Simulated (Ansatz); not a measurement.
```xyz
8
Lattice="7.3378 0.0000 0.0000 -3.6689 6.3548 0.0000 0.0000 0.0000 4.1888" Properties=species:S:1:pos:R:3 pbc="T T T"
Cl    1.7372    1.9185    1.0472
Cl   -0.7929    2.4637    3.1416
Cl    4.8078    0.5452    1.0472
Cl    1.9317    4.4363    3.1416
Cl    4.4618    3.8910    1.0472
Cl   -1.1388    5.8095    3.1416
Na    0.0000    4.2365    1.0472
Na    3.6690    2.1182    3.1416
```

Space group P6₃/m; built by placing these elements on a known structure type; computed without spin polarisation.

The calculation used DFT, PAW plane waves, r2SCAN (Ansatz 0.2.0).

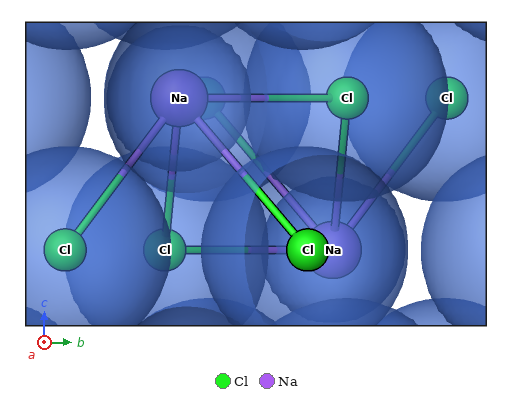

NaCl₃ (cell charge +1, with a compensating background). Isosurface of the valence electron density at 0.1 e/Å³ (blue), seen along the a axis. Sticks mark near contacts.

Core electrons are frozen (PAW), and the valence fields are smoothed inside the atomic spheres.

Question: How is the density connected at this value?

Answer: At this value the density breaks into separate islands; it holds about 90 % of the electrons treated as valence (semicore included). It bridges none of the near contacts. It is pinched off along the shortest Na–Cl (2.86 Å) and Na–Cl (2.90 Å) contacts. On the grid the lowest density along these lines, outside the cores, is 0.07 e/Å³ (Na–Cl, 2.86 Å) and 0.05 e/Å³ (Na–Cl, 2.90 Å).

Question: Does the calculation make it a metal, or give it a gap?

Answer: It is metallic or semimetallic at this level of theory: no gap opens.

Question: How much charge does the calculation move between the atoms?

Answer: Electrons move from Na towards Cl. Bader charges: Cl −0.13 and Na +0.89 e.
